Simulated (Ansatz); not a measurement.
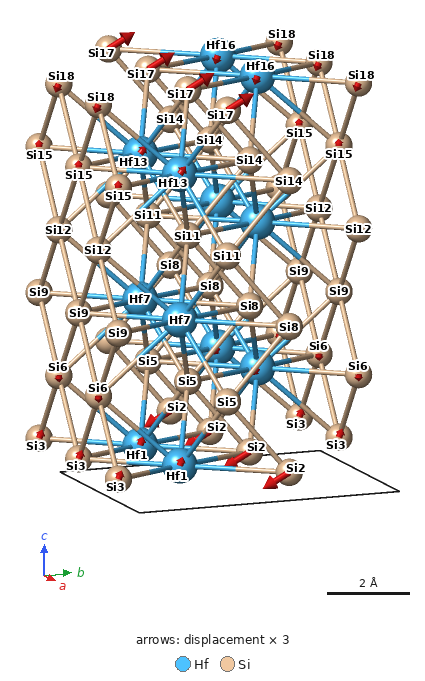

This is a relaxation of a slab of composition HfSi2 (cut from the Cmcm phase). The starting structure is drawn; red arrows show the displacements, 3 times their true length.

Style: ball-and-stick. Shown: the 2 × 1 repeat of the cell, outlined in the plane, without the vacuum (origin shifted), slightly off an axis.

The slab is the (0 0 1) face of HfSi2.

Method: DFT PBEsol, scalar-relativistic, plane waves, PAW (Ansatz 0.2.0). (plane-wave cutoff 420 eV; k-point mesh 10 × 5 × 1; occupations gaussian; smearing width 0.1 eV; no spin polarisation; dipole correction; atoms relaxed in a fixed cell; force threshold 0.02 eV/Å; at most 60 steps)

**Atoms of which element are displaced furthest, and by how much?**

Silicon: up to 0.26 Å, against 0.08 Å for hafnium.

**Describe the change and its energy.**

The energy falls by 0.559 eV per cell of the calculation in 3 accepted moves (4 points after the start). The largest force component goes from 1.1 to 0.02 eV/Å. The line search rejected the trial step at point 3 of the run. The largest moves relative to the layer's centre, 0.26 Å, are those of Si atoms. Largest moves by element: Si 0.26 Å, Hf 0.08 Å. The cell stays as it was. Some distances before and after: Hf–Si 2.931 → 2.745 Å, Hf–Hf 3.511 → 3.377 Å, Hf–Si 2.672 → 2.771 Å, Si–Si 2.576 → 2.487 Å. Bond angles that change, for instance: Hf–Si–Hf 77.0° → 83.3°, Si–Si–Si 90.2° → 94.4°, Hf–Si–Hf 86.2° → 82.4°. Cost: 6.2 min on 4 threads of Arm Neoverse V2, with other jobs on the host, peak memory 2.7 GiB.
